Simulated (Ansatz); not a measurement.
# Ga$_{5}$O$_{8}$ (cell charge −3, with a compensating background) (cell with a defect): what the fields show

Input file:

```
crystal:
  lattice:
    - [-4.8290928629, -1.5416333702, -5.7151521777]
    - [-6.2270640114, 4.6249001107, -0.0062293263]
    - [1.3979711485, 6.166533481, -5.7089228515]
  atoms:
    - { symbol: Ga, position: [0.900782581, 0.412727443, 0.418599701] }
    - { symbol: Ga, position: [0.1491723862, 0.1616984324, 0.1662943765] }
    - { symbol: Ga, position: [0.4046136657, 0.9103170841, 0.9133576882] }
    - { symbol: Ga, position: [0.5961799734, 0.0852909335, 0.0858306585] }
    - { symbol: Ga, position: [0.8422152717, 0.8284617098, 0.8310199146] }
    - { symbol: Ga, position: [0.0848855037, 0.584966218, 0.5891484094] }
    - { symbol: Ga, position: [0.3478265453, 0.3327060732, 0.3367766647] }
    - { symbol: Ga, position: [0.4674909006, 0.7139481979, 0.3298467341] }
    - { symbol: Ga, position: [0.7130036097, 0.4691306356, 0.0805351653] }
    - { symbol: Ga, position: [0.9662324721, 0.2137990313, 0.8275535085] }
    - { symbol: Ga, position: [0.2109837334, 0.9636217615, 0.5826706113] }
    - { symbol: Ga, position: [0.7821549121, 0.0265883227, 0.4266502549] }
    - { symbol: Ga, position: [0.0371451957, 0.7825146166, 0.1705790234] }
    - { symbol: Ga, position: [0.2823511625, 0.5311365035, 0.9191940196] }
    - { symbol: Ga, position: [0.5346222454, 0.2854845803, 0.6727170018] }
    - { symbol: O, position: [0.4957976197, 0.4916705727, 0.7594856006], spin: 0.333 }
    - { symbol: O, position: [0.7457154155, 0.2421943789, 0.5058561391] }
    - { symbol: O, position: [-0.000682789, 0.9869609353, 0.2600965131] }
    - { symbol: O, position: [0.2490971203, 0.7396964585, 0.0031556376] }
    - { symbol: O, position: [0.7428696451, 0.267761035, 0.9859487691] }
    - { symbol: O, position: [0.9974815588, 0.0015158846, 0.7494259776] }
    - { symbol: O, position: [0.2645682064, 0.745301337, 0.5051009017] }
    - { symbol: O, position: [0.4959320596, 0.5071410922, 0.24525031] }
    - { symbol: O, position: [0.4070685692, 0.9368715351, 0.156390229] }
    - { symbol: O, position: [0.6517152596, 0.6997912222, 0.9254474434], spin: 0.333 }
    - { symbol: O, position: [0.9397134818, 0.4097161715, 0.6405562485], spin: 0.333 }
    - { symbol: O, position: [0.163821219, 0.1787517069, 0.3998348467] }
    - { symbol: O, position: [0.8614124769, 0.8198922613, 0.5959735195], spin: 0.333 }
    - { symbol: O, position: [0.0946110901, 0.5621537113, 0.3447191746] }
    - { symbol: O, position: [0.3362619494, 0.3139592841, 0.0993572305] }
    - { symbol: O, position: [0.585757362, 0.0694530009, 0.8519376538] }
    - { symbol: O, position: [0.067127241, 0.5890410121, 0.8248777006] }
    - { symbol: O, position: [0.3246765576, 0.3503404952, 0.5671065576] }
    - { symbol: O, position: [0.5746959365, 0.103115853, 0.3148247154] }
    - { symbol: O, position: [0.8246593652, 0.8561017389, 0.0670017335] }
    - { symbol: O, position: [0.1732485877, 0.1445524405, 0.9380475652] }
    - { symbol: O, position: [0.4100720276, 0.9502033076, 0.6762330924], spin: 0.333 }
    - { symbol: O, position: [0.7028171957, 0.6610856136, 0.3912123955], spin: 0.333 }
    - { symbol: O, position: [0.926785073, 0.3932763816, 0.1841034167] }
  host:
    lattice:
      - [6.2270640114, -1.5416333702, 0.0062293263]
      - [6.2270640114, 1.5416333702, 0.0062293263]
      - [-1.3979711485, 0.0, 5.7089228515]
    atoms:
      - { symbol: Ga, position: [0.3414968573, 0.3414968573, 0.6858235543] }
      - { symbol: Ga, position: [0.6585031427, 0.6585031427, 0.3141764457] }
      - { symbol: Ga, position: [0.9100739588, 0.9100739588, 0.205272259] }
      - { symbol: Ga, position: [0.0899260412, 0.0899260412, 0.794727741] }
      - { symbol: O, position: [0.5039749256, 0.5039749256, 0.743311173] }
      - { symbol: O, position: [0.4960250744, 0.4960250744, 0.256688827] }
      - { symbol: O, position: [0.8263039782, 0.8263039782, 0.4356635088] }
      - { symbol: O, position: [0.1736960218, 0.1736960218, 0.5643364912] }
      - { symbol: O, position: [0.1635085074, 0.1635085074, 0.1092008536] }
      - { symbol: O, position: [0.8364914926, 0.8364914926, 0.8907991464] }
total_charge: -3
basis:
  ecutwfc: 420
  xc_grid: 2
kpoints:
  mp_grid: { grid: [2, 2, 2], shift: [0.5, 0.5, 0.5] }
hamiltonian:
  xc: pbe
scf:
  occupations: { method: gaussian, width: 0.02 }
  lower_state_search: "off"
output:
  forces: true
  stress: false
  eigenvalues: true
  populations: true
  charged_corrections:
    defect_position: [0.65096558, 0.66604071, 0.66321087]
    epsilon:
      - [11.4967, 0.0, -0.5625]
      - [0.0, 11.6406, 0.0]
      - [-0.5625, 0.0, 13.7955]
  write_density: true
  write_potential: true
  elf: true
  volumetric_format: npy
magnetization:
  spin_polarized: true
relax:
  adjacent_minimum: "off"
  f_tol: 0.03
  max_steps: 40
```

Launched as:

```sh
ansatz run input.yaml --threads 8 --pin off --max-ram 16384MiB --backend cpu --events-out ev --progress --plain --runs-dir out
```

The fields are those of the run's last geometry, not of the input's.

The program warned that a starting moment wasn't kept; spin-polarised, but the moments vanished.

These are results of DFT PBE, scalar-relativistic, plane waves, PAW (Ansatz), not measurements.

In a PAW calculation such maps are meaningful between the atoms, not at the nuclei.

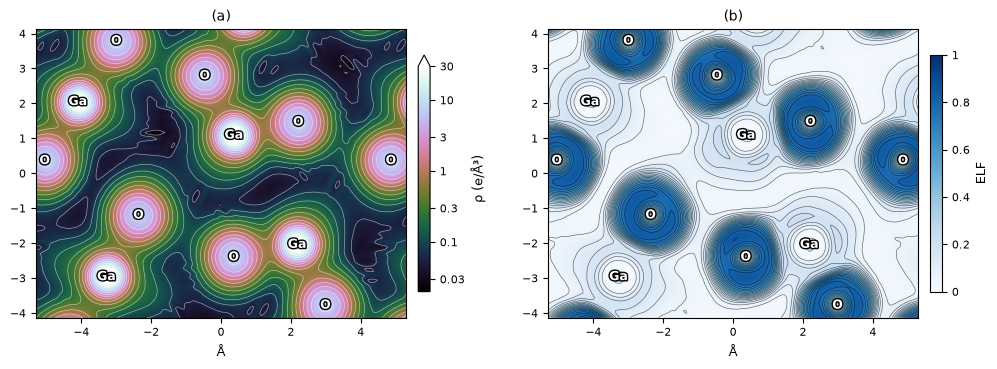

Figure 1. (a) valence charge density (pseudo); (b) ELF on the (111) plane of the calculation cell.

### Describe what can be read from this map.

- The plane passes through Ga and O nuclei.
- Ga–O (1.86 Å): the density is about 0.8 e/Å³ at the midpoint; the ELF peaks at about 0.80 in the valence shell of O, 0.6 Å from its nucleus, and is about 0.40 at the midpoint.
- Ga–O (1.95 Å): ρ is about 0.66 e/Å³ halfway; the ELF peaks at about 0.85 in the valence shell of O, 0.6 Å from its nucleus, and is about 0.35 at the midpoint.
- Ga–O (2.05 Å): the density is about 0.53 e/Å³ at the midpoint; the ELF peaks at about 0.85 in the valence shell of O, 0.6 Å from its nucleus, and is about 0.30 at the midpoint; no localised pair shows between them.
- Between the atoms the lowest density in this plane is 0.02 e/Å³.

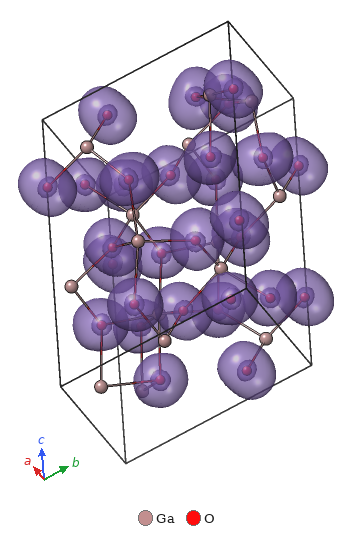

Figure 2. Isosurface of the electron localisation function at 0.65 (purple), seen at an oblique angle. Core shells and regions of very low density are left out. Sticks mark near contacts.

### Identify the bonds, lone pairs and shells in this picture.

At this value the surface marks out 24 regions wrapped around O (the valence shell of each), counted in one cell of 39 atoms. Regions shared between cells count once. Profiles from the grid: Ga–O (1.79 Å): the ELF peaks at about 0.80 in the valence shell of O, 0.6 Å from its nucleus, and is about 0.40 at the midpoint. Ga–O (1.83 Å): the ELF peaks at about 0.80 in the valence shell of O, 0.6 Å from its nucleus, and is about 0.40 at the midpoint.

### Does the calculation make it a metal, or give it a gap?

It is gapped, with a Kohn–Sham gap of 2.7 eV on the k-point mesh (the band edges may lie off the mesh, which would make the gap smaller).
